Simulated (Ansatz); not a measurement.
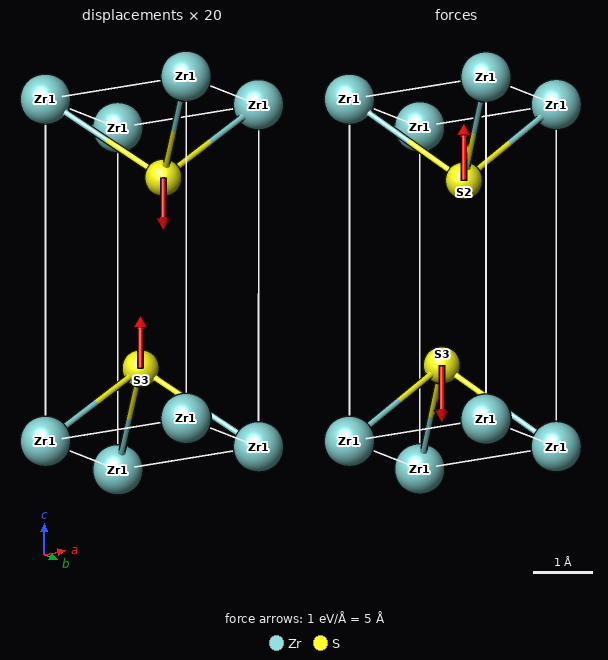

Left: a crystal of ZrS₂ (built on the database structure type), with red arrows for the displacements applied to it (without the part that the change of the cell carries along). Right: the displaced structure with the computed forces. Besides, the cell is strained by 0.0 % along c and −2.9 % across it (volume −5.7 %). Style: ball-and-stick. Shown: the cell of the calculation, from a free direction.

Level of theory: Ansatz 0.2.0, DFT, HSE06, plane waves, PAW. (plane-wave cutoff 420 eV; k-point mesh 6 × 6 × 4; occupations fixed; no spin polarisation)

### Where do the forces point?

The S atoms are displaced by 0.05 Å relative to the cell: S2 0.05 Å along −c. No relaxation follows. It costs 26.9 meV per atom. Pressure: 0.1 GPa before, 3.9 GPa after. The principal stresses (compression positive) are 1.0 GPa along c and 5.4 GPa across it. The largest forces, 0.2 eV/Å, act on S2 and S3; on S3 it points along −c. The forces point straight back along the displacements (cosine −1.00). Among the bonded contacts that change: S–Zr 2.565 → 2.542 Å. The space group stays P-3m1 (No. 164).
